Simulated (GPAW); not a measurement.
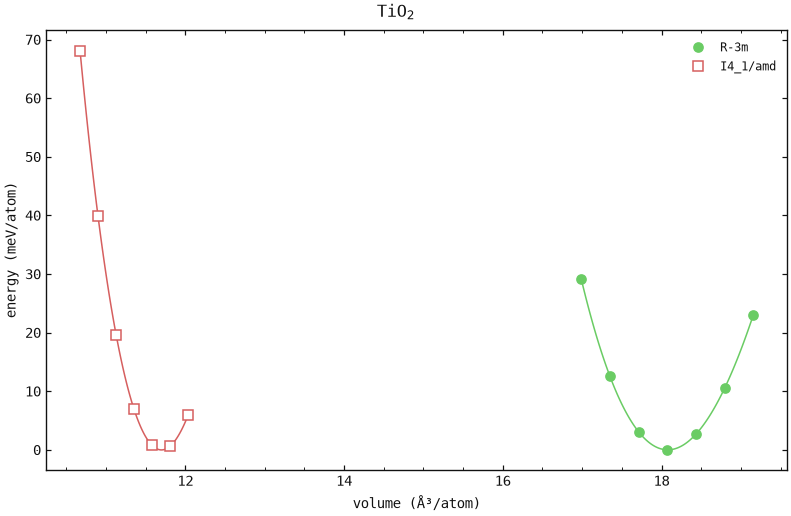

Plotted: energy against volume, with one curve for each structure, for TiO₂. Each energy curve has its own zero, so the curves don't rank the structures.

Computed with GPAW 26.7.0: PAW DFT in plane waves, on a grid or in atomic orbitals, no spin polarisation; energies at scaled volumes of the given cell, shape and fractions fixed, counted from the fit's minimum, third-order Birch-Murnaghan fit. Level: PBE.

occupations Fermi–Dirac; smearing width 0.05 eV; potentials GPAW PAW data sets (gpaw data 1.2.1); wave cutoff 800 eV.

Settings that differ: R-3m: k mesh 10×10×10; I4_1/amd: k mesh 7×7×7.

**Order the curves by fitted equilibrium volume, smallest first.**

I4_1/amd 11.699, R-3m 18.079 Å³/atom.

**Order the curves by fitted bulk modulus, smallest first.**

R-3m 127.2, I4_1/amd 207.2 GPa.

Keep in mind: shape and atomic fractions are frozen while scaling, which makes layered, chain and framework solids too stiff.
